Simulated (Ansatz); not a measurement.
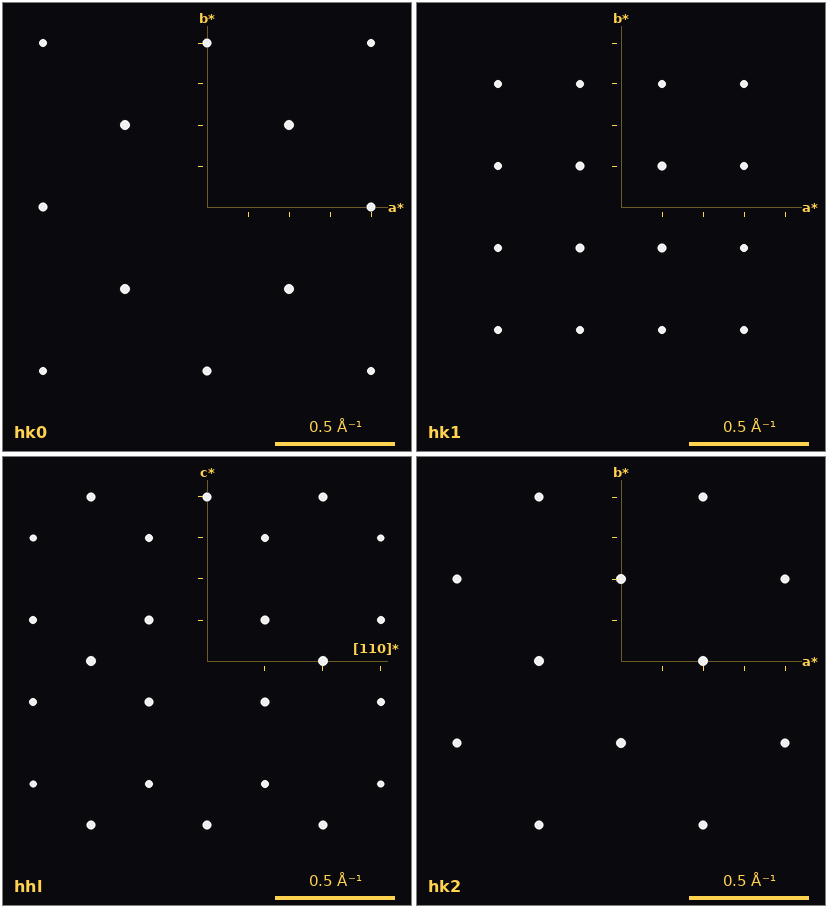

Four undistorted layers of reciprocal space, calculated for a single crystal (X-rays, kinematic |F|², B = 0.5 Å²). Tick marks count the reciprocal lattice steps of the conventional cell along each axis.

The compound is Pt. Structure: the input geometry of an electronic-structure calculation (not necessarily at equilibrium); the starting structure was generated, so it need not be a known form of this composition.

**Read the reciprocal cell and give the direct cell.**

a* = 0.173, b* = 0.173, c* = 0.173 Å⁻¹; the cell is cubic with a = 5.77 Å.

**Which reflection conditions do the layers show?**

Reflections are present only under these conditions. hkl: h + k = 2n, h + l = 2n; hk0: h = 2n, h + k = 4n; hhl: h + l = 2n; h00: h = 4n. The lattice is face-centred (F). Further gaps, such as 2 2 2, 4 4 2, come from atoms on special positions, not from the group's general conditions.

**Which space groups fit?**

The intensities have Laue symmetry m-3m (the hk0 layer shows 4mm, hk1 shows 4mm). With these conditions only Fd-3m (No. 227) fits.
